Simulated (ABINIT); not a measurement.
# GaSb: geometry relaxation (part 2 of 2)

The same run, continued: GaSb (F-43m, 2 atoms in the cell); Kohn-Sham DFT of a periodic cell, PBE, PseudoDojo NC SR PBE v0.4.1 standard, no spin polarisation (ABINIT 10.8.3); cutoff 1088.46 eV, 6×6×6 k-mesh, fermi-dirac of 0.05 eV. The structure derives from an entry of the Crystallography Open Database.

Geometry of the input (Å; fractional positions):
```
0.0000  3.0590  3.0590
3.0590  0.0000  3.0590
3.0590  3.0590  0.0000
Sb 0.7500  0.7500  0.7500
Ga 0.0000  0.0000  0.0000
```

## Log, continued
```
 Cartesian coordinates (xcart) [bohr]
  8.69279350812914E+00  8.69279350812914E+00  8.69279350812914E+00
 -2.33485844649244E-29 -2.33485844649244E-29  7.00457533947733E-29
 Reduced coordinates (xred)
  7.50000000000000E-01  7.50000000000000E-01  7.50000000000000E-01
  6.04343298813575E-30  6.04343298813575E-30 -1.00723883135596E-29
 Cartesian forces (fcart) [Ha/bohr]; max,rms= 0.00000E+00 0.00000E+00 (free atoms)
 -0.00000000000000E+00 -0.00000000000000E+00 -0.00000000000000E+00
 -0.00000000000000E+00 -0.00000000000000E+00 -0.00000000000000E+00
 Gradient of E wrt nuclear positions in reduced coordinates (gred)
  0.00000000000000E+00  0.00000000000000E+00  0.00000000000000E+00
  0.00000000000000E+00  0.00000000000000E+00  0.00000000000000E+00
 Scale of Primitive Cell (acell) [bohr]
  8.19564431607002E+00  8.19564431607002E+00  8.19564431607002E+00
 Real space primitive translations (rprimd) [bohr]
  0.00000000000000E+00  5.79519567208609E+00  5.79519567208609E+00
  5.79519567208609E+00  0.00000000000000E+00  5.79519567208609E+00
  5.79519567208609E+00  5.79519567208609E+00  0.00000000000000E+00
 Unitary Cell Volume (ucvol) [Bohr^3]=  3.89255097470596E+02
 Angles (23,13,12)= [degrees]
  6.00000000000000E+01  6.00000000000000E+01  6.00000000000000E+01
 Lengths [Bohr]
  8.19564431607002E+00  8.19564431607002E+00  8.19564431607002E+00
 Stress tensor in cartesian coordinates (strten) [Ha/bohr^3]
 -7.03361962860524E-05  0.00000000000000E+00  0.00000000000000E+00
  0.00000000000000E+00 -7.03361962860506E-05  0.00000000000000E+00
  0.00000000000000E+00  0.00000000000000E+00 -7.03361962860506E-05
 Total energy (etotal) [Ha]= -1.67438144935385E+02

 Difference of energy with previous step (new-old):
           Absolute (Ha)=-2.24763E-04
           Relative     =-1.34237E-06

--- Iteration: ( 3/50) Internal Cycle: (1/1)
--------------------------------------------------------------------------------

---SELF-CONSISTENT-FIELD CONVERGENCE--------------------------------------------

--- !BeginCycle
iteration_state: {dtset: 1, itime: 3, icycle: 1, }
solver: {iscf: 7, nstep: 80, nline: 4, wfoptalg: 0, }
tolerances: {tolvrs: 1.00E-12, }
...

     iter   Etot(hartree)      deltaE(h)  residm     vres2
 ETOT  1  -167.38328074926    -1.674E+02 1.420E-03 9.245E+02
 ETOT  2  -167.43406942077    -5.079E-02 7.389E-04 4.593E+01
 ETOT  3  -167.43793086642    -3.861E-03 5.498E-04 1.436E+01
 ETOT  4  -167.43868883100    -7.580E-04 9.206E-04 8.685E-01
 ETOT  5  -167.43871960102    -3.077E-05 3.629E-05 3.020E-02
 ETOT  6  -167.43872097032    -1.369E-06 4.693E-05 1.303E-03
 ETOT  7  -167.43872106154    -9.123E-08 1.164E-06 7.636E-05
 ETOT  8  -167.43872106473    -3.183E-09 1.484E-06 1.066E-05
 ETOT  9  -167.43872106539    -6.684E-10 6.805E-08 7.688E-07
 ETOT 10  -167.43872106549    -1.005E-10 7.566E-08 4.663E-08
 ETOT 11  -167.43872106551    -1.668E-11 6.190E-09 5.713E-09
 ETOT 12  -167.43872106552    -8.868E-12 7.193E-09 1.124E-09
 ETOT 13  -167.43872106552     2.416E-12 7.315E-10 1.520E-10
 ETOT 14  -167.43872106552    -1.819E-12 9.882E-10 1.514E-11
 ETOT 15  -167.43872106552     1.933E-12 1.076E-10 3.914E-12
 ETOT 16  -167.43872106551     2.899E-12 1.456E-10 9.234E-13

 At SCF step   16       vres2   =  9.23E-13 < tolvrs=  1.00E-12 =>converged.

 Cartesian components of stress tensor (hartree/bohr^3)
  sigma(1 1)= -2.04832843E-06  sigma(3 2)=  0.00000000E+00
  sigma(2 2)= -2.04832843E-06  sigma(3 1)=  0.00000000E+00
  sigma(3 3)= -2.04832843E-06  sigma(2 1)=  0.00000000E+00

--- !ResultsGS
iteration_state: {dtset: 1, itime: 3, icycle: 1, }
comment   : Summary of ground state results
lattice_vectors:
- [  0.0000000,   5.8751087,   5.8751087, ]
- [  5.8751087,   0.0000000,   5.8751087, ]
- [  5.8751087,   5.8751087,   0.0000000, ]
lattice_lengths: [   8.30866,    8.30866,    8.30866, ]
lattice_angles: [ 60.000,  60.000,  60.000, ] # degrees, (23, 13, 12)
lattice_volume:   4.0558110E+02
convergence: {deltae:  2.899E-12, res2:  9.234E-13, residm:  1.456E-10, diffor: null, }
etotal    :  -1.67438721E+02
entropy   :   0.00000000E+00
fermie    :   1.57009131E-01
cartesian_stress_tensor: # hartree/bohr^3
- [ -2.04832843E-06,   0.00000000E+00,   0.00000000E+00, ]
- [  0.00000000E+00,  -2.04832843E-06,   0.00000000E+00, ]
- [  0.00000000E+00,   0.00000000E+00,  -2.04832843E-06, ]
pressure_GPa:   6.0264E-02
xred      :
- [  7.5000E-01,   7.5000E-01,   7.5000E-01, Sb]
- [  6.0434E-30,   6.0434E-30,  -1.0072E-29, Ga]
cartesian_forces: # hartree/bohr
- [  1.14578528E-29,   1.14578528E-29,  -3.43735584E-29, ]
- [ -1.14578528E-29,  -1.14578528E-29,   3.43735584E-29, ]
force_length_stats: {min:   3.80013987E-29, max:   3.80013987E-29, mean:   3.80013987E-29, }
...

 Integrated electronic density in atomic spheres:
 ------------------------------------------------
 Atom  Sphere_radius  Integrated_density
    1        2.00000         11.21070478
    2        2.00000         10.76895592

---OUTPUT-----------------------------------------------------------------------

 Cartesian coordinates (xcart) [bohr]
  8.81266302847543E+00  8.81266302847543E+00  8.81266302847543E+00
 -2.36705504264945E-29 -2.36705504264945E-29  7.10116512794837E-29
 Reduced coordinates (xred)
  7.50000000000000E-01  7.50000000000000E-01  7.50000000000000E-01
  6.04343298813575E-30  6.04343298813575E-30 -1.00723883135596E-29
 Cartesian forces (fcart) [Ha/bohr]; max,rms= 3.43736E-29 2.19401E-29 (free atoms)
  1.14578528127108E-29  1.14578528127108E-29 -3.43735584381323E-29
 -1.14578528127108E-29 -1.14578528127108E-29  3.43735584381323E-29
 Gradient of E wrt nuclear positions in reduced coordinates (gred)
  1.34632261157719E-28  1.34632261157719E-28 -1.34632261157719E-28
 -1.34632261157719E-28 -1.34632261157719E-28  1.34632261157719E-28
 Scale of Primitive Cell (acell) [bohr]
  8.30865838366261E+00  8.30865838366261E+00  8.30865838366261E+00
 Real space primitive translations (rprimd) [bohr]
  0.00000000000000E+00  5.87510868565029E+00  5.87510868565029E+00
  5.87510868565029E+00  0.00000000000000E+00  5.87510868565029E+00
  5.87510868565029E+00  5.87510868565029E+00  0.00000000000000E+00
 Unitary Cell Volume (ucvol) [Bohr^3]=  4.05581102285285E+02
 Angles (23,13,12)= [degrees]
  6.00000000000000E+01  6.00000000000000E+01  6.00000000000000E+01
 Lengths [Bohr]
  8.30865838366261E+00  8.30865838366261E+00  8.30865838366261E+00
 Stress tensor in cartesian coordinates (strten) [Ha/bohr^3]
 -2.04832842581534E-06  0.00000000000000E+00  0.00000000000000E+00
  0.00000000000000E+00 -2.04832842581187E-06  0.00000000000000E+00
  0.00000000000000E+00  0.00000000000000E+00 -2.04832842581361E-06
 Total energy (etotal) [Ha]= -1.67438721065515E+02

 Difference of energy with previous step (new-old):
           Absolute (Ha)=-5.76130E-04
           Relative     =-3.44085E-06

--- Iteration: ( 4/50) Internal Cycle: (1/1)
--------------------------------------------------------------------------------

---SELF-CONSISTENT-FIELD CONVERGENCE--------------------------------------------

--- !BeginCycle
iteration_state: {dtset: 1, itime: 4, icycle: 1, }
solver: {iscf: 7, nstep: 80, nline: 4, wfoptalg: 0, }
tolerances: {tolvrs: 1.00E-12, }
...

     iter   Etot(hartree)      deltaE(h)  residm     vres2
 ETOT  1  -167.43867526612    -1.674E+02 4.974E-07 8.054E-01
 ETOT  2  -167.43871767061    -4.240E-05 4.882E-07 4.533E-02
 ETOT  3  -167.43872084325    -3.173E-06 1.079E-07 1.478E-02
 ETOT  4  -167.43872157999    -7.367E-07 3.001E-07 7.947E-04
 ETOT  5  -167.43872161201    -3.202E-08 3.831E-08 2.848E-05
 ETOT  6  -167.43872161341    -1.402E-09 9.255E-09 1.338E-06
 ETOT  7  -167.43872161350    -8.799E-11 2.809E-09 7.501E-08
 ETOT  8  -167.43872161350     2.643E-12 5.386E-10 8.584E-09
 ETOT  9  -167.43872161350    -6.821E-13 2.219E-10 6.576E-10
 ETOT 10  -167.43872161349     3.666E-12 3.762E-11 4.086E-11
 ETOT 11  -167.43872161349    -2.132E-12 2.078E-11 2.848E-12
 ETOT 12  -167.43872161349     5.343E-12 3.380E-12 7.157E-13

 At SCF step   12       vres2   =  7.16E-13 < tolvrs=  1.00E-12 =>converged.

 Cartesian components of stress tensor (hartree/bohr^3)
  sigma(1 1)= -7.54964252E-08  sigma(3 2)=  0.00000000E+00
  sigma(2 2)= -7.54964252E-08  sigma(3 1)=  0.00000000E+00
  sigma(3 3)= -7.54964252E-08  sigma(2 1)=  0.00000000E+00

--- !ResultsGS
iteration_state: {dtset: 1, itime: 4, icycle: 1, }
comment   : Summary of ground state results
lattice_vectors:
- [  0.0000000,   5.8776094,   5.8776094, ]
- [  5.8776094,   0.0000000,   5.8776094, ]
- [  5.8776094,   5.8776094,   0.0000000, ]
lattice_lengths: [   8.31219,    8.31219,    8.31219, ]
lattice_angles: [ 60.000,  60.000,  60.000, ] # degrees, (23, 13, 12)
lattice_volume:   4.0609922E+02
convergence: {deltae:  5.343E-12, res2:  7.157E-13, residm:  3.380E-12, diffor: null, }
etotal    :  -1.67438722E+02
entropy   :   0.00000000E+00
fermie    :   1.56561928E-01
cartesian_stress_tensor: # hartree/bohr^3
- [ -7.54964252E-08,   0.00000000E+00,   0.00000000E+00, ]
- [  0.00000000E+00,  -7.54964252E-08,   0.00000000E+00, ]
- [  0.00000000E+00,   0.00000000E+00,  -7.54964252E-08, ]
pressure_GPa:   2.2212E-03
xred      :
- [  7.5000E-01,   7.5000E-01,   7.5000E-01, Sb]
- [  9.1597E-30,   9.1597E-30,  -1.5266E-29, Ga]
cartesian_forces: # hartree/bohr
- [  4.58119116E-29,   4.58119116E-29,  -1.37435735E-28, ]
- [ -4.58119116E-29,  -4.58119116E-29,   1.37435735E-28, ]
force_length_stats: {min:   1.51940922E-28, max:   1.51940922E-28, mean:   1.51940922E-28, }
...

 Integrated electronic density in atomic spheres:
 ------------------------------------------------
 Atom  Sphere_radius  Integrated_density
    1        2.00000         11.21333064
    2        2.00000         10.77028065

---OUTPUT-----------------------------------------------------------------------

 Cartesian coordinates (xcart) [bohr]
  8.81641409634414E+00  8.81641409634414E+00  8.81641409634414E+00
 -3.58914565422570E-29 -3.58914565422570E-29  1.07674369626771E-28
 Reduced coordinates (xred)
  7.50000000000000E-01  7.50000000000000E-01  7.50000000000000E-01
  9.15970782878323E-30  9.15970782878323E-30 -1.52661797146387E-29
 Cartesian forces (fcart) [Ha/bohr]; max,rms= 1.37436E-28 8.77231E-29 (free atoms)
  4.58119116297679E-29  4.58119116297679E-29 -1.37435734889304E-28
 -4.58119116297679E-29 -4.58119116297679E-29  1.37435734889304E-28
 Gradient of E wrt nuclear positions in reduced coordinates (gred)
  5.38529044630877E-28  5.38529044630877E-28 -5.38529044630877E-28
 -5.38529044630877E-28 -5.38529044630877E-28  5.38529044630877E-28
 Scale of Primitive Cell (acell) [bohr]
  8.31219492436481E+00  8.31219492436481E+00  8.31219492436481E+00
 Real space primitive translations (rprimd) [bohr]
  0.00000000000000E+00  5.87760939756276E+00  5.87760939756276E+00
  5.87760939756276E+00  0.00000000000000E+00  5.87760939756276E+00
  5.87760939756276E+00  5.87760939756276E+00  0.00000000000000E+00
 Unitary Cell Volume (ucvol) [Bohr^3]=  4.06099223727734E+02
 Angles (23,13,12)= [degrees]
  6.00000000000000E+01  6.00000000000000E+01  6.00000000000000E+01
 Lengths [Bohr]
  8.31219492436481E+00  8.31219492436481E+00  8.31219492436481E+00
 Stress tensor in cartesian coordinates (strten) [Ha/bohr^3]
 -7.54964251687557E-08  0.00000000000000E+00  0.00000000000000E+00
  0.00000000000000E+00 -7.54964251687557E-08  0.00000000000000E+00
  0.00000000000000E+00  0.00000000000000E+00 -7.54964251670209E-08
 Total energy (etotal) [Ha]= -1.67438721613490E+02

 Difference of energy with previous step (new-old):
           Absolute (Ha)=-5.47975E-07
           Relative     =-3.27269E-09

 At Broyd/MD step   4, gradients are converged :
  max grad (force/stress) = 7.5496E-06 < tolmxf= 2.0000E-05 ha/bohr (free atoms)

================================================================================

 ----iterations are completed or convergence reached----

 Mean square residual over all n,k,spin=   16.149E-15; max=  33.803E-13
 reduced coordinates (array xred) for    2 atoms
       0.750000000000      0.750000000000      0.750000000000
       0.000000000000      0.000000000000     -0.000000000000
 rms dE/dt=  7.6160E-28; max dE/dt=  1.0771E-27; dE/dt below (all hartree)
    1       0.000000000000      0.000000000000     -0.000000000000
    2       0.000000000000      0.000000000000      0.000000000000

 cartesian coordinates (angstrom) at end:
    1      4.66544541850419     4.66544541850419     4.66544541850419
    2     -0.00000000000000    -0.00000000000000     0.00000000000000

 cartesian forces (hartree/bohr) at end:
    1      0.00000000000000     0.00000000000000    -0.00000000000000
    2     -0.00000000000000    -0.00000000000000     0.00000000000000
 frms,max,avg= 8.7723132E-29 1.3743573E-28   0.000E+00  0.000E+00  0.000E+00 h/b

 cartesian forces (eV/Angstrom) at end:
    1      0.00000000000000     0.00000000000000    -0.00000000000000
    2     -0.00000000000000    -0.00000000000000     0.00000000000000
 frms,max,avg= 4.5109048E-27 7.0672296E-27   0.000E+00  0.000E+00  0.000E+00 e/A
 length scales=  8.312194924365  8.312194924365  8.312194924365 bohr
              =  4.398624123573  4.398624123573  4.398624123573 angstroms
 Fermi (or HOMO) energy (hartree) =   0.15656   Average Vxc (hartree)=  -0.33742
 Eigenvalues (hartree) for nkpt=  16  k points:
 kpt#   1, nband= 18, wtk=  0.00463, kpt=  0.0000  0.0000  0.0000 (reduced coord)
  -0.90076   -0.90076   -0.90076   -0.90023   -0.90023   -0.39358   -0.39358   -0.39358
  -0.39207   -0.39207   -0.25415    0.14391    0.15532    0.15532    0.15532    0.25830
   0.25830    0.25830
      occupation numbers for kpt#   1
   2.00000    2.00000    2.00000    2.00000    2.00000    2.00000    2.00000    2.00000
   2.00000    2.00000    2.00000    1.99796    1.32629    1.32629    1.32629    0.00000
   0.00000    0.00000
 prteigrs : prtvol=0 or 1, do not print more k-points.

--- !EnergyTerms
iteration_state     : {dtset: 1, itime: 4, icycle: 1, }
comment             : Components of total free energy in Hartree
kinetic             :  1.15852192990396E+02
hartree             :  5.14281848071211E+01
xc                  : -4.36637205788462E+01
Ewald energy        : -9.01382918704382E+01
psp_core            :  3.54051136135787E+00
local_psp           : -1.46867143363455E+02
non_local_psp       : -5.75904194696951E+01
internal            : -1.67438686123559E+02
'-kT*entropy'       : -3.54899308233840E-05
total_energy        : -1.67438721613490E+02
total_energy_eV     : -4.55623972635795E+03
band_energy         : -1.30950688404337E+01
...

 Cartesian components of stress tensor (hartree/bohr^3)
  sigma(1 1)= -7.54964252E-08  sigma(3 2)=  0.00000000E+00
  sigma(2 2)= -7.54964252E-08  sigma(3 1)=  0.00000000E+00
  sigma(3 3)= -7.54964252E-08  sigma(2 1)=  0.00000000E+00

-Cartesian components of stress tensor (GPa)         [Pressure=  2.2212E-03 GPa]
- sigma(1 1)= -2.22118151E-03  sigma(3 2)=  0.00000000E+00
- sigma(2 2)= -2.22118151E-03  sigma(3 1)=  0.00000000E+00
- sigma(3 3)= -2.22118151E-03  sigma(2 1)=  0.00000000E+00

== END DATASET(S) ==============================================================
================================================================================

 -outvars: echo values of variables after computation  --------
            acell      8.3121949244E+00  8.3121949244E+00  8.3121949244E+00 Bohr
           etotal     -1.6743872161E+02
            fcart      4.5811911630E-29  4.5811911630E-29 -1.3743573489E-28
                      -4.5811911630E-29 -4.5811911630E-29  1.3743573489E-28
            rprim      0.0000000000E+00  7.0710678119E-01  7.0710678119E-01
                       7.0710678119E-01  0.0000000000E+00  7.0710678119E-01
                       7.0710678119E-01  7.0710678119E-01  0.0000000000E+00
           strten     -7.5496425169E-08 -7.5496425169E-08 -7.5496425167E-08
                       0.0000000000E+00  0.0000000000E+00  0.0000000000E+00
           xangst      4.6654454185E+00  4.6654454185E+00  4.6654454185E+00
                      -1.8992940855E-29 -1.8992940855E-29  5.6978822566E-29
             xred      7.5000000000E-01  7.5000000000E-01  7.5000000000E-01
                       9.1597078288E-30  9.1597078288E-30 -1.5266179715E-29
 Calculation completed.
```

## Trajectory as extended XYZ (Å, eV, eV/Å), 4 frames, from step=0 to step=3
```
2
Lattice="0.0000 3.0590 3.0590 3.0590 0.0000 3.0590 3.0590 3.0590 0.0000" Properties=species:S:1:pos:R:3:forces:R:3 step=0 energy=-4556.21792
Sb    4.5885    4.5885    4.5885    0.0000   0.0000   0.0000
Ga    0.0000    0.0000    0.0000    0.0000   0.0000   0.0000
2
Lattice="0.0000 3.0667 3.0667 3.0667 0.0000 3.0667 3.0667 3.0667 0.0000" Properties=species:S:1:pos:R:3:forces:R:3 step=1 energy=-4556.22403
Sb    4.6000    4.6000    4.6000    0.0000   0.0000   0.0000
Ga    0.0000    0.0000    0.0000    0.0000   0.0000   0.0000
2
Lattice="0.0000 3.1090 3.1090 3.1090 0.0000 3.1090 3.1090 3.1090 0.0000" Properties=species:S:1:pos:R:3:forces:R:3 step=2 energy=-4556.23971
Sb    4.6635    4.6635    4.6635    0.0000   0.0000   0.0000
Ga    0.0000    0.0000    0.0000    0.0000   0.0000   0.0000
2
Lattice="0.0000 3.1103 3.1103 3.1103 0.0000 3.1103 3.1103 3.1103 0.0000" Properties=species:S:1:pos:R:3:forces:R:3 step=3 energy=-4556.23973
Sb    4.6654    4.6654    4.6654    0.0000   0.0000   0.0000
Ga    0.0000    0.0000    0.0000    0.0000   0.0000   0.0000
```

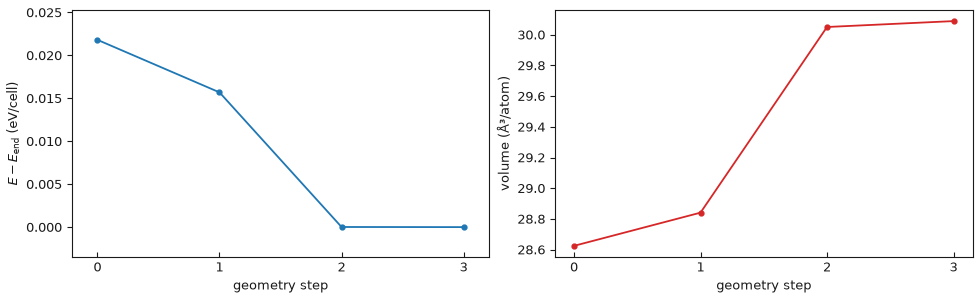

*Progress of the relaxation, step by step (steps are counted from 0).*

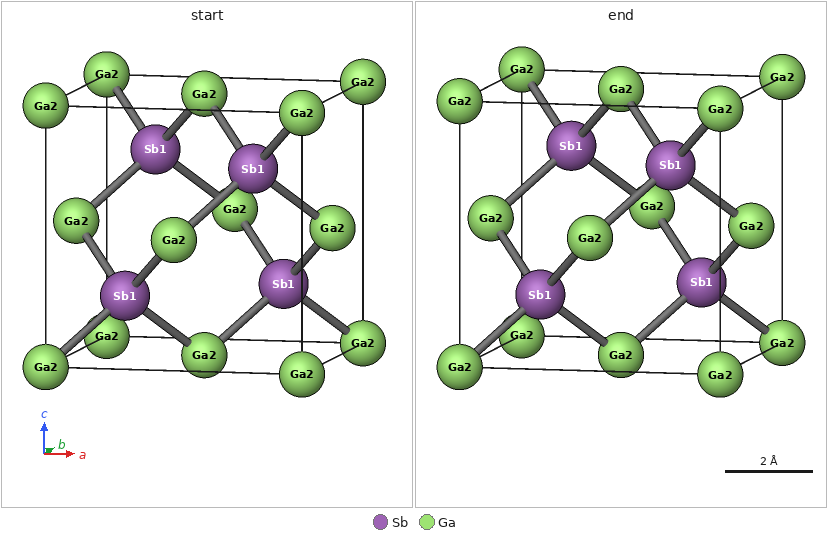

*Before (left) and after (right) the relaxation, at one scale (ball-and-stick view of the cell 4 times as large as that of the calculation, set on its symmetry axes, seen slightly off an axis).*

Over 3 geometry steps the energy falls by 21.8 meV per cell of the calculation. All forces vanish by symmetry, so only the cell relaxes. The atoms keep their places relative to the cell (all moves are under 0.005 Å). Cell: a = b = c 6.118 → 6.221 Å (+1.7 %). Volume +5.1 %. Among the contacts that change: Sb1–Ga2 2.649 → 2.694 Å. The space group stays F-43m (No. 216). (Atoms are counted from 1 in the order of the input.)
